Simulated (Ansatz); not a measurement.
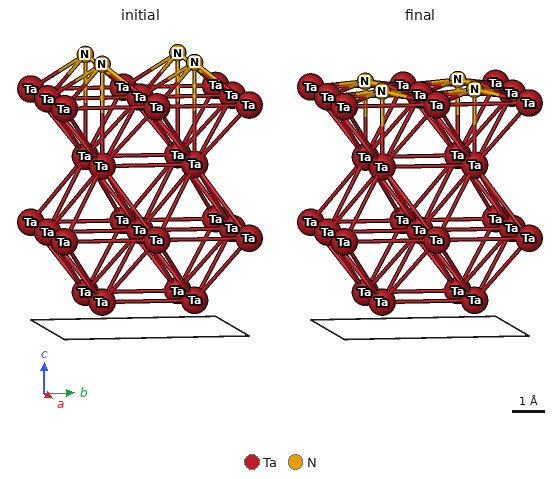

The structure of a slab of composition Ta$_{4}$N (cut from the Fm-3m phase) before (left) and after (right) a constrained relaxation, at one scale.

The picture is a ball-and-stick view of the 2 × 2 repeat of the cell, outlined in the plane, without the vacuum, seen slightly off an axis.

Case: N put over a Ta atom of a lower plane. The slab is the (1 0 0) face of Ta with N on it. 2 atoms are held fixed.

The calculation used DFT PBEsol, scalar-relativistic, plane waves, PAW in Ansatz.

The input:
```yaml
crystal:
  lattice:
    - [2.9525883348, 0.0, 0.0]
    - [0.0, 2.9525883348, 0.0]
    - [0.0, 0.0, 25.2633857008]
  atoms:
    - { symbol: Ta, position: [0.5, 0.5, 0.3364552994] }
    - { symbol: Ta, position: [0.0, 0.0, 0.4190964489] }
    - { symbol: Ta, position: [0.5, 0.5, 0.5065613038] }
    - { symbol: Ta, position: [0.0, 0.0, 0.585864131] }
    - { symbol: "N", position: [0.5, 0.5, 0.6341553622] }
basis:
  ecutwfc: 420
kpoints:
  mp_grid: { grid: [10, 10, 1] }
hamiltonian:
  xc: pbesol
scf:
  occupations: { method: gaussian, width: 0.1 }
output:
  forces: true
  eigenvalues: true
  write_density: true
  write_potential: true
  elf: true
  volumetric_format: npy
relax:
  adjacent_minimum: "off"
  f_tol: 0.03
  max_steps: 70
  constraints: [{ sites: [0, 1] }]
efield:
  axis: 3
  dipole_correction: true
  ramp_width: 0.04
```

Command:
```bash
ansatz run input.yaml --threads 2 --pin off --max-ram 5120MiB --backend cpu --events-out ev --progress --plain --runs-dir out
```

Summarise the run.

The largest move is that of N5, 0.85 Å along the normal (−c). By element the largest moves are N 0.85 Å, Ta 0.07 Å. The cell doesn't change. Some distances before and after: Ta3–N5 3.223 → 2.398 Å, Ta4–N5 2.418 → 2.110 Å, Ta3–Ta4 2.894 → 2.956 Å, Ta2–Ta3 3.040 → 3.023 Å. Bond angles that change, for instance: Ta4–N5–Ta4 119.4° → 163.3°, Ta4–N5–Ta4 75.3° → 88.8°. Over 6 geometry steps the energy falls by 2.891 eV per cell of the calculation. Largest force component: 6 eV/Å at the start, 0.0036 eV/Å at the end. The run took 30 s on 2 threads of Intel(R) Xeon(R) 6975P-C (Granite Rapids) (shared host), peak memory 0.55 GiB.

Limits of the set-up: the cell has an odd number of electrons but was run without spin polarisation; the periodic images lie only 3.0 Å apart, so the values are limited by the cell's size.
